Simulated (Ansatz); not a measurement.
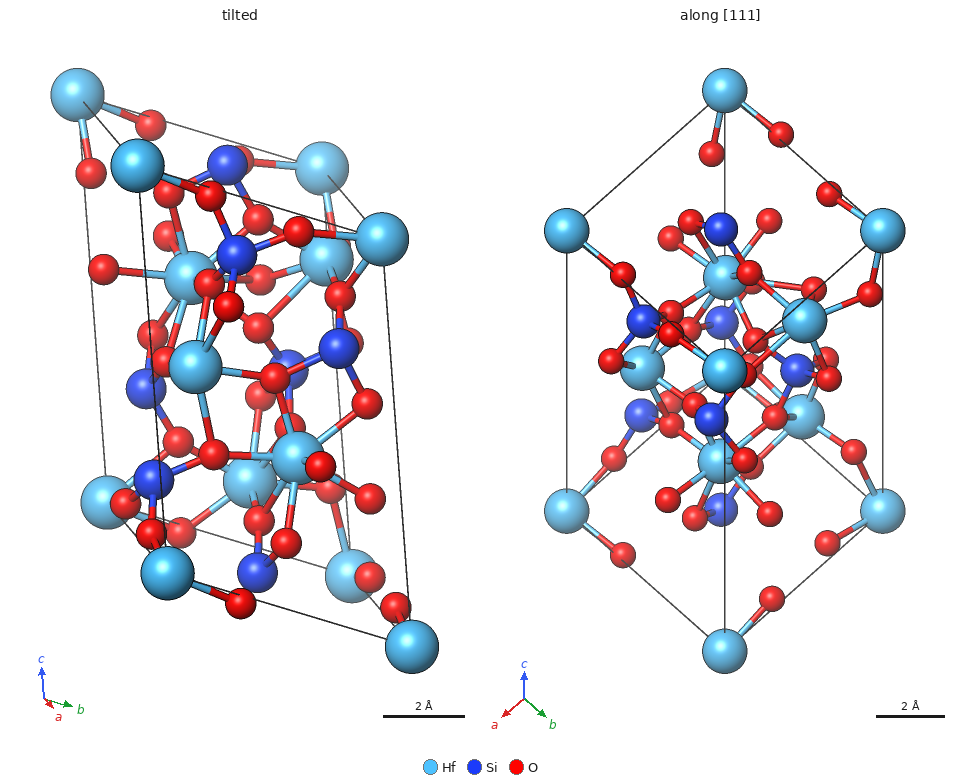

Structure drawing (ball-and-stick), viewed slightly off an axis and along [111]. The parallelepiped is the simulation cell.

Describe this structure.

Chemical formula Hf6Si6O25. All rotations and mirrors are lost; the group is P1. Cell content 6 Hf, 6 Si, 25 O; Z = 1.

Starting structure: a structure listed in the Materials Project, repeated into a supercell with a point defect put in. The atoms were relaxed in a fixed cell with DFT PBE, scalar-relativistic, plane waves, PAW in Ansatz.
